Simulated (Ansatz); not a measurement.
# Geometry relaxation, with input and output: P (part 1 of 2)

System: P (Cmce, 4 atoms in the cell).
Method: DFT PBEsol+D3(BJ), scalar-relativistic, plane waves, PAW, no spin polarisation (Ansatz 0.2.0).

The structure derives from an entry of the Crystallography Open Database. Figures and captions count atoms from 1; the log counts them from 0 in places.

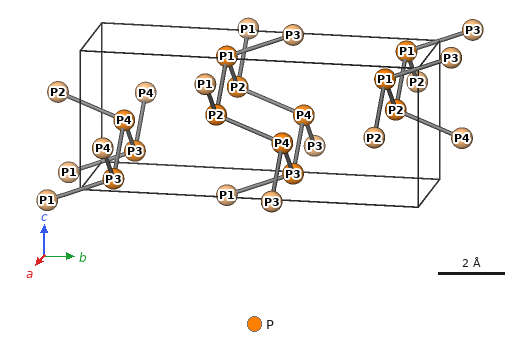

**Figure 1.** The structure as given in the input (ball-and-stick view of the cell 2 times as large as that of the calculation, set on its symmetry axes, seen slightly off an axis; neighbours outside the cell are drawn fainter; atoms are numbered from 1 in the order of the input). An atom can appear more than once, as a periodic image. Near neighbours in the periodic cell (some may lie outside the picture): P has 3 P at 2.17 to 2.20 Å.

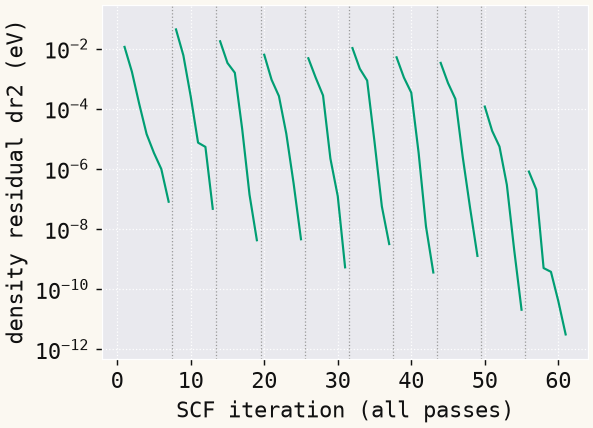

**Figure 2.** Convergence of the self-consistent field: density residual dr2 against the SCF iteration. The dotted lines part the SCF passes of the relaxation: geometry steps, rejected trials and re-solves on a re-selected basis. The 10 passes take 6 to 7 iterations each, 61 in all.

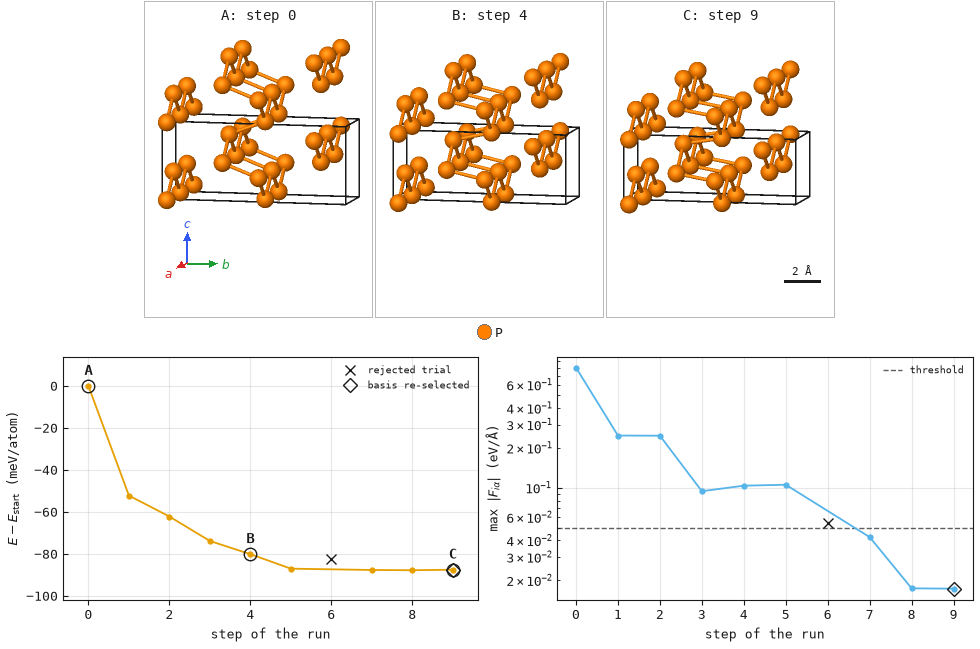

**Figure 3.** Frames of the relaxation (ball-and-stick view of the cell 2 times as large as that of the calculation, set on its symmetry axes, repeated 2 × 1 × 2, seen slightly off an axis) above the curves, on which the letters mark them (the first geometry is step 0 here and step 1 in the log).

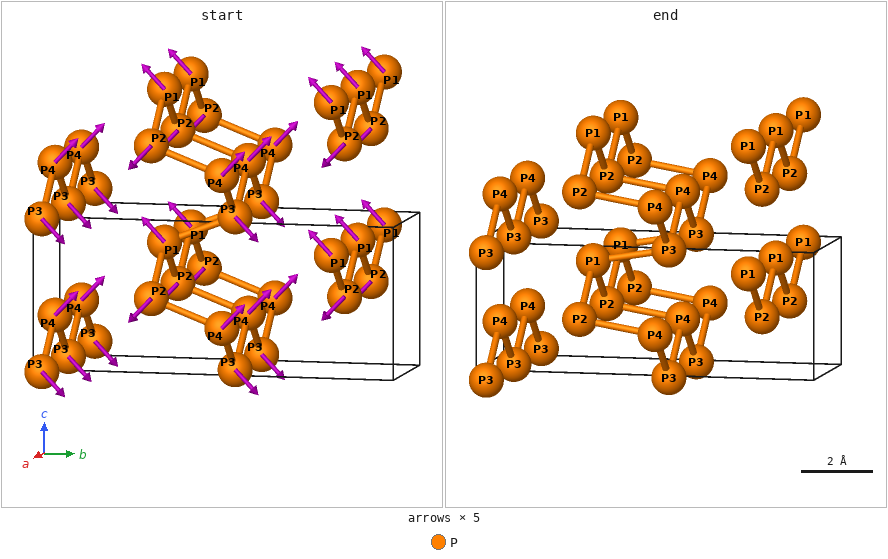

**Figure 4.** Before (left) and after (right) the relaxation, at one scale (ball-and-stick view of the cell 2 times as large as that of the calculation, set on its symmetry axes, repeated 2 × 1 × 2, seen slightly off an axis). The pink arrows give the displacements (without the part carried along by the change of the cell), magnified 5 times. The energy falls by 87.7 meV per atom in 8 geometry steps. Largest force component: 0.81 eV/Å at the start, 0.017 eV/Å at the end. Pressure: 0.80 GPa at the start and −0.04 GPa at the end. The line search rejected the trial step at point 6 (counted from 0) and went back. The largest moves relative to the cell, 0.20 Å, are those of P1, P2, P3 and P4. The drawn cell changes as follows: a 3.310 → 3.435 Å (+3.8 %), b 10.500 → 9.845 Å (−6.2 %), c 4.380 → 3.653 Å (−16.6 %); the volume changes by −18.8 %. Distances before and after: P1–P2 2.169 → 2.252 Å, P1–P3 2.204 → 2.233 Å. Among the angles that change: P2–P1–P3 103.4° → 96.2°. The space group stays Cmce (No. 64). A last SCF at the same geometry on a re-selected plane-wave basis shifts the energy by +0.2 meV per atom. (Atoms are counted from 1 in the order of the input.)

These pictures come from the run below.

Input
```yaml
crystal:
  lattice:
    - [1.655, -5.25, 0.0]
    - [1.655, 5.25, 0.0]
    - [0.0, 0.0, 4.38]
  atoms:
    - { symbol: P, position: [0.098, 0.902, 0.91] }
    - { symbol: P, position: [0.598, 0.402, 0.59] }
    - { symbol: P, position: [0.902, 0.098, 0.09] }
    - { symbol: P, position: [0.402, 0.598, 0.41] }
basis:
  ecutwfc: 420
kpoints:
  mp_grid: { grid: [6, 6, 4] }
hamiltonian:
  xc: pbesol
  dispersion: d3bj
scf:
  occupations: { method: gaussian, width: 0.1 }
output:
  forces: true
  stress: true
  eigenvalues: true
relax:
  adjacent_minimum: "off"
  f_tol: 0.05
  max_steps: 80
  cell: { stress_tol: 0.5 }
```

Launched with:
```bash
ansatz run input.yaml --threads 1 --pin off --max-ram 2560MiB --backend cpu --events-out ev --progress --plain --runs-dir out
```

Log
```
Engine: ansatz 0.2.0, aarch64-unknown-linux-gnu
Pseudopotentials: kind: paw
Pseudopotential: P, paw, valence charge 5, recommended cutoff 420 eV (normal), P.paw.azcp
Functional definition: PBEsol
  exchange = pbesol_x
  correlation = pbesol_c
Crystal: 4 atoms, lattice volume = 76.113 Å³
Basis set: ecut = 420 eV, 1495 PW (Γ), exchange–correlation on 80×80×60 points (8 copies of the dense FFT grid, shifted against one another)
Bands: 14, of which v1, the nominal top of the filled ones, is band 10 counted from 1 (9 counted from 0)
Symmetry: 8 space group operations
Space group: Cmce (ITA 64), of the structure as read, at distance tolerance 4.2e-5 Å
k-points: 39 of 144
Non-local potential: P, projectors of the file, l = 0: 2, l = 1: 2, l = 2: 2
PAW form: soft (Blöchl's): semilocal exchange-correlation on the pseudo side does not see the compensation charge
PAW frozen core: P, regenerated for the run's functional, and the local potential with it (the file was generated under x = pbe(κ = 0.804, μ = 0.2195149727645171), c = pbe(β = 0.06672455060314922))
PAW one-centre angular grid: P, 110 points (default); XC on 64 Gauss nodes
Initial density: superposition of atomic densities (neutral atoms: chi_scale 0, normalization atom), corrected by the library's trained network
Initial wavefunctions: pseudopotential atomic-orbital guess
Functional: x = pbesol(κ = 0.804, μ = 0.12345679012345678), c = pbesol(β = 0.046)
SCF iter   1: F=—  HF=-2961.182156 eV  |F-HF|=—  |Δ(HF+E_count)|=         —  Δρ=3.80e-3  dr2=1.15e-2  ethr=1.77e-3  ⟨swp⟩=7.2  Hψ=4013  notcnv=0
preconditioner: auto → none  [insulator: Δε(μ)=0.126 eV  Ē_g=9.111 eV  σ=0.100 eV  W_gap=0.63  n_scr=12 (ndim 8)  ℏωp=19.0 eV  f_vac=0.000  D(μ)=0.12/eV (n_scr^D=0)  ε∞_Penn≈5.4]
SCF iter   2: F=—  HF=-2961.179277 eV  |F-HF|=—  |Δ(HF+E_count)|=   2.88e-3  Δρ=1.60e-3  dr2=1.72e-3  ethr=5.73e-5  ⟨swp⟩=2.7  Hψ=1342  notcnv=0
SCF iter   3: F=—  HF=-2961.179259 eV  |F-HF|=—  |Δ(HF+E_count)|=   1.80e-5  Δρ=3.89e-4  dr2=1.45e-4  ethr=8.62e-6  ⟨swp⟩=2.8  Hψ=946  notcnv=0
SCF iter   4: F=—  HF=-2961.179243 eV  |F-HF|=—  |Δ(HF+E_count)|=   1.65e-5  Δρ=1.19e-4  dr2=1.45e-5  ethr=7.24e-7  ⟨swp⟩=2.4  Hψ=953  notcnv=0
SCF iter   5: F=—  HF=-2961.179245 eV  |F-HF|=—  |Δ(HF+E_count)|=   2.97e-6  Δρ=5.48e-5  dr2=3.41e-6  ethr=7.27e-8  ⟨swp⟩=2.8  Hψ=1033  notcnv=0
SCF iter   6: F=—  HF=-2961.179246 eV  |F-HF|=—  |Δ(HF+E_count)|=   8.29e-8  Δρ=2.72e-5  dr2=9.94e-7  ethr=1.70e-8  ⟨swp⟩=2.1  Hψ=743  notcnv=0
SCF iter   7: F=-2961.179245 eV  HF=-2961.179246 eV  |F-HF|=5.28e-8  |Δ(HF+E_count)|=   5.03e-8  Δρ=7.29e-6  dr2=8.12e-8  ethr=5.00e-10  ⟨swp⟩=5.9  Hψ=3348  notcnv=0
SCF 1 converged in 7 iterations: F = -2961.179245 eV  dr2 = 8.12e-8
  greatest PAW one-centre occupation: 0.803 electrons in one spin orbital (limit 2), on the P atom at site 3 (counted from 0), in its partial waves of l = 0
relax step   1: F+E_penalty+E_count = -2961.17924546 eV  Δ(F+E_penalty+E_count) = +0.000e0 eV  max|allowed force component| = 8.091e-1 eV/Å  Δτ_max = 0.0000 Å  P = +0.797 GPa  Ω = 76.113 Å³  (7 SCF iters, dr2 threshold 1.00e-7 eV, accepted)
Crystal: 4 atoms, lattice volume = 68.032 Å³
Basis set: ecut = 420 eV, 1335 PW (Γ), exchange–correlation on 80×80×60 points (8 copies of the dense FFT grid, shifted against one another)
Initial density: handed on by an earlier stage of this run
Initial wavefunctions: those handed on with the density
iter 1 solved again at ethr=2.18e-4 eV; its pass at ethr=3.10e-3 eV (dr2=4.37e-2 eV) is discarded
SCF iter   1: F=—  HF=-2961.400826 eV  |F-HF|=—  |Δ(HF+E_count)|=         —  Δρ=9.96e-3  dr2=4.39e-2  ethr=2.18e-4  ⟨swp⟩=1.5  Hψ=4753  notcnv=0
preconditioner: auto → none  [insulator: Δε(μ)=0.267 eV  Ē_g=9.225 eV  σ=0.100 eV  W_gap=0.67  n_scr=12 (ndim 8)  ℏωp=20.1 eV  f_vac=0.000  D(μ)=0.50/eV (n_scr^D=0)  ε∞_Penn≈5.8]
SCF iter   2: F=—  HF=-2961.388873 eV  |F-HF|=—  |Δ(HF+E_count)|=   1.20e-2  Δρ=4.37e-3  dr2=6.02e-3  ethr=2.18e-4  ⟨swp⟩=2.3  Hψ=898  notcnv=0
SCF iter   3: F=—  HF=-2961.387973 eV  |F-HF|=—  |Δ(HF+E_count)|=   9.01e-4  Δρ=9.09e-4  dr2=2.60e-4  ethr=3.01e-5  ⟨swp⟩=1.7  Hψ=695  notcnv=0
SCF iter   4: F=—  HF=-2961.387969 eV  |F-HF|=—  |Δ(HF+E_count)|=   4.27e-6  Δρ=1.36e-4  dr2=7.50e-6  ethr=1.30e-6  ⟨swp⟩=2.8  Hψ=961  notcnv=0
SCF iter   5: F=—  HF=-2961.387969 eV  |F-HF|=—  |Δ(HF+E_count)|=   9.00e-7  Δρ=4.42e-5  dr2=5.42e-6  ethr=3.75e-8  ⟨swp⟩=2.7  Hψ=924  notcnv=0
SCF iter   6: F=-2961.387968 eV  HF=-2961.387968 eV  |F-HF|=1.80e-8  |Δ(HF+E_count)|=   1.52e-6  Δρ=1.01e-5  dr2=4.72e-8  ethr=2.00e-9  ⟨swp⟩=6.3  Hψ=3305  notcnv=0
SCF 2 converged in 6 iterations: F = -2961.387968 eV  dr2 = 4.72e-8
  greatest PAW one-centre occupation: 0.808 electrons in one spin orbital (limit 2), on the P atom at site 3 (counted from 0), in its partial waves of l = 0
relax step   2: F+E_penalty+E_count = -2961.38796791 eV  Δ(F+E_penalty+E_count) = -2.087e-1 eV  max|allowed force component| = 2.479e-1 eV/Å  Δτ_max = 0.1114 Å  P = +1.975 GPa  Ω = 68.032 Å³  energy of the carried Pulay correction = +1.745e-3 eV  (6 SCF iters, dr2 threshold 4.00e-7 eV, accepted)
Crystal: 4 atoms, lattice volume = 64.559 Å³
Basis set: ecut = 420 eV, 1251 PW (Γ), exchange–correlation on 80×80×60 points (8 copies of the dense FFT grid, shifted against one another)
iter 1 solved again at ethr=8.49e-5 eV; its pass at ethr=3.10e-3 eV (dr2=1.70e-2 eV) is discarded
SCF iter   1: F=—  HF=-2961.431423 eV  |F-HF|=—  |Δ(HF+E_count)|=         —  Δρ=6.93e-3  dr2=1.77e-2  ethr=8.49e-5  ⟨swp⟩=2.2  Hψ=4703  notcnv=0
preconditioner: auto → none  [insulator: Δε(μ)=0.163 eV  Ē_g=9.160 eV  σ=0.100 eV  W_gap=0.60  n_scr=12 (ndim 8)  ℏωp=20.7 eV  f_vac=0.000  D(μ)=0.52/eV (n_scr^D=0)  ε∞_Penn≈6.1]
SCF iter   2: F=—  HF=-2961.428201 eV  |F-HF|=—  |Δ(HF+E_count)|=   3.22e-3  Δρ=3.21e-3  dr2=3.36e-3  ethr=8.49e-5  ⟨swp⟩=2.3  Hψ=823  notcnv=0
SCF iter   3: F=—  HF=-2961.428250 eV  |F-HF|=—  |Δ(HF+E_count)|=   4.87e-5  Δρ=1.11e-3  dr2=1.59e-3  ethr=1.68e-5  ⟨swp⟩=2.0  Hψ=821  notcnv=0
SCF iter   4: F=—  HF=-2961.427852 eV  |F-HF|=—  |Δ(HF+E_count)|=   3.97e-4  Δρ=2.54e-4  dr2=2.15e-5  ethr=7.93e-6  ⟨swp⟩=2.0  Hψ=828  notcnv=0
SCF iter   5: F=—  HF=-2961.427849 eV  |F-HF|=—  |Δ(HF+E_count)|=   3.42e-6  Δρ=1.64e-5  dr2=1.39e-7  ethr=1.08e-7  ⟨swp⟩=2.8  Hψ=924  notcnv=0
SCF iter   6: F=-2961.427849 eV  HF=-2961.427849 eV  |F-HF|=7.49e-10  |Δ(HF+E_count)|=   1.24e-8  Δρ=3.61e-6  dr2=4.25e-9  ethr=6.94e-10  ⟨swp⟩=4.8  Hψ=3022  notcnv=0
SCF 3 converged in 6 iterations: F = -2961.427849 eV  dr2 = 4.25e-9
  greatest PAW one-centre occupation: 0.810 electrons in one spin orbital (limit 2), on the P atom at site 3 (counted from 0), in its partial waves of l = 0
relax step   3: F+E_penalty+E_count = -2961.42784893 eV  Δ(F+E_penalty+E_count) = -3.988e-2 eV  max|allowed force component| = 2.472e-1 eV/Å  Δτ_max = 0.0847 Å  P = +0.410 GPa  Ω = 64.559 Å³  energy of the carried Pulay correction = +2.557e-3 eV  (6 SCF iters, dr2 threshold 4.00e-7 eV, accepted)
Crystal: 4 atoms, lattice volume = 66.176 Å³
Basis set: ecut = 420 eV, 1285 PW (Γ), exchange–correlation on 80×80×60 points (8 copies of the dense FFT grid, shifted against one another)
iter 1 solved again at ethr=3.28e-5 eV; its pass at ethr=3.10e-3 eV (dr2=6.56e-3 eV) is discarded
SCF iter   1: F=—  HF=-2961.475832 eV  |F-HF|=—  |Δ(HF+E_count)|=         —  Δρ=3.38e-3  dr2=6.31e-3  ethr=3.28e-5  ⟨swp⟩=2.3  Hψ=4640  notcnv=0
preconditioner: auto → none  [insulator: Δε(μ)=0.201 eV  Ē_g=9.129 eV  σ=0.100 eV  W_gap=0.72  n_scr=12 (ndim 8)  ℏωp=20.4 eV  f_vac=0.000  D(μ)=0.52/eV (n_scr^D=0)  ε∞_Penn≈6.0]
SCF iter   2: F=—  HF=-2961.474502 eV  |F-HF|=—  |Δ(HF+E_count)|=   1.33e-3  Δρ=1.50e-3  dr2=9.30e-4  ethr=3.15e-5  ⟨swp⟩=2.1  Hψ=837  notcnv=0
SCF iter   3: F=—  HF=-2961.474465 eV  |F-HF|=—  |Δ(HF+E_count)|=   3.73e-5  Δρ=6.58e-4  dr2=2.65e-4  ethr=4.65e-6  ⟨swp⟩=2.0  Hψ=816  notcnv=0
SCF iter   4: F=—  HF=-2961.474433 eV  |F-HF|=—  |Δ(HF+E_count)|=   3.19e-5  Δρ=1.72e-4  dr2=1.50e-5  ethr=1.33e-6  ⟨swp⟩=2.0  Hψ=812  notcnv=0
iter 5 did not close the SCF: its close was put off for the readings that it lacked (scf_convergence_deferred on its scf_iter line)
SCF iter   5: F=-2961.474433 eV  HF=-2961.474433 eV  |F-HF|=4.36e-9  |Δ(HF+E_count)|=   9.82e-8  Δρ=2.94e-5  dr2=3.26e-7  ethr=7.48e-8  ⟨swp⟩=2.5  Hψ=871  notcnv=0
SCF iter   6: F=-2961.474433 eV  HF=-2961.474433 eV  |F-HF|=2.45e-9  |Δ(HF+E_count)|=   2.61e-8  Δρ=2.31e-6  dr2=4.58e-9  ethr=1.63e-9  ⟨swp⟩=4.5  Hψ=2981  notcnv=0
SCF 4 converged in 6 iterations: F = -2961.474433 eV  dr2 = 4.58e-9
  greatest PAW one-centre occupation: 0.809 electrons in one spin orbital (limit 2), on the P atom at site 3 (counted from 0), in its partial waves of l = 0
relax step   4: F+E_penalty+E_count = -2961.47443312 eV  Δ(F+E_penalty+E_count) = -4.658e-2 eV  max|allowed force component| = 9.413e-2 eV/Å  Δτ_max = 0.0363 Å  P = -0.712 GPa  Ω = 66.176 Å³  energy of the carried Pulay correction = +2.174e-3 eV  (6 SCF iters, dr2 threshold 4.00e-7 eV, accepted)
Crystal: 4 atoms, lattice volume = 64.633 Å³
Basis set: ecut = 420 eV, 1277 PW (Γ), exchange–correlation on 80×80×60 points (8 copies of the dense FFT grid, shifted against one another)
iter 1 solved again at ethr=2.24e-5 eV; its pass at ethr=3.10e-3 eV (dr2=4.48e-3 eV) is discarded
SCF iter   1: F=—  HF=-2961.500462 eV  |F-HF|=—  |Δ(HF+E_count)|=         —  Δρ=2.94e-3  dr2=4.81e-3  ethr=2.24e-5  ⟨swp⟩=2.6  Hψ=4847  notcnv=0
preconditioner: auto → none  [insulator: Δε(μ)=0.155 eV  Ē_g=9.204 eV  σ=0.100 eV  W_gap=0.69  n_scr=12 (ndim 8)  ℏωp=20.7 eV  f_vac=0.000  D(μ)=0.66/eV (n_scr^D=2)  ε∞_Penn≈6.0]
SCF iter   2: F=—  HF=-2961.499755 eV  |F-HF|=—  |Δ(HF+E_count)|=   7.07e-4  Δρ=1.38e-3  dr2=1.09e-3  ethr=2.24e-5  ⟨swp⟩=2.0  Hψ=812  notcnv=0
SCF iter   3: F=—  HF=-2961.499621 eV  |F-HF|=—  |Δ(HF+E_count)|=   1.34e-4  Δρ=6.99e-4  dr2=2.78e-4  ethr=5.46e-6  ⟨swp⟩=2.0  Hψ=821  notcnv=0
SCF iter   4: F=—  HF=-2961.499582 eV  |F-HF|=—  |Δ(HF+E_count)|=   3.94e-5  Δρ=8.50e-5  dr2=2.22e-6  ethr=1.39e-6  ⟨swp⟩=2.2  Hψ=800  notcnv=0
iter 5 did not close the SCF: its close was put off for the readings that it lacked (scf_convergence_deferred on its scf_iter line)
SCF iter   5: F=-2961.499582 eV  HF=-2961.499582 eV  |F-HF|=2.94e-9  |Δ(HF+E_count)|=   2.98e-7  Δρ=1.93e-5  dr2=1.25e-7  ethr=1.11e-8  ⟨swp⟩=2.5  Hψ=897  notcnv=0
SCF iter   6: F=-2961.499582 eV  HF=-2961.499582 eV  |F-HF|=1.51e-10  |Δ(HF+E_count)|=   3.96e-9  Δρ=1.38e-6  dr2=5.33e-10  ethr=6.25e-10  ⟨swp⟩=4.4  Hψ=2855  notcnv=0
SCF 5 converged in 6 iterations: F = -2961.499582 eV  dr2 = 5.33e-10
relax step   5: F+E_penalty+E_count = -2961.49958199 eV  Δ(F+E_penalty+E_count) = -2.515e-2 eV  max|allowed force component| = 1.036e-1 eV/Å  Δτ_max = 0.0247 Å  P = +0.251 GPa  Ω = 64.633 Å³  energy of the carried Pulay correction = +2.539e-3 eV  (6 SCF iters, dr2 threshold 4.00e-7 eV, accepted)
Crystal: 4 atoms, lattice volume = 62.426 Å³
Basis set: ecut = 420 eV, 1229 PW (Γ), exchange–correlation on 80×80×60 points (8 copies of the dense FFT grid, shifted against one another)
iter 1 solved again at ethr=5.10e-5 eV; its pass at ethr=3.10e-3 eV (dr2=1.02e-2 eV) is discarded
```
